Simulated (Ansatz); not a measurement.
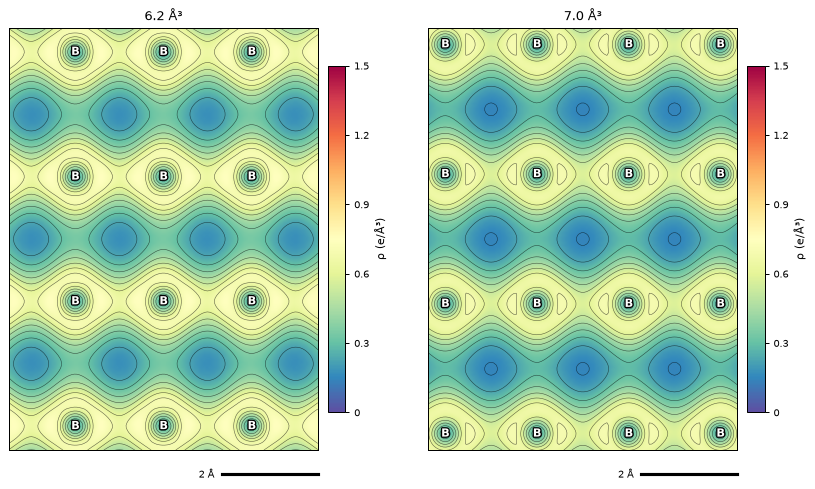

B. The valence pseudo-density of cells scaled evenly to different volumes (given per atom above each panel), on the (011) plane of each (indices in the axes of the cell below), at one length scale and on one colour scale.

A generated structure, not necessarily the stable one; computed without spin polarisation.

The calculation used Ansatz 0.2.0, DFT, LDA (PW92), plane waves (420 eV) with PAW, scalar-relativistic.

Core electrons are frozen (PAW), and the valence fields are smoothed inside the atomic spheres.

The largest cell:

```yaml
crystal:
  lattice:
    - [1.91194, 0.00000, 0.00000]
    - [0.00000, 1.91194, 0.00000]
    - [0.00000, 0.00000, 1.91194]
  atoms:
    - { symbol: B, position: [0.00000, 0.00000, 0.00000] }
```

| volume (Å³/atom) | B–B contact in the plane (Å) | ρ at its midpoint (e/Å³) | 
| --- | --- | --- |
| 6.21 | 1.838 | 0.650 | 
| 6.47 | 1.864 | ? | 
| 6.99 | 1.912 | 0.577 | 

Question: What values belong in the row with question marks?

Answer: Over the known rows ln ρ falls by 1.61 per Å of B–B distance (the line through the two), which gives 0.623 e/Å³ at 1.864 Å; the calculation gives 0.624 e/Å³.
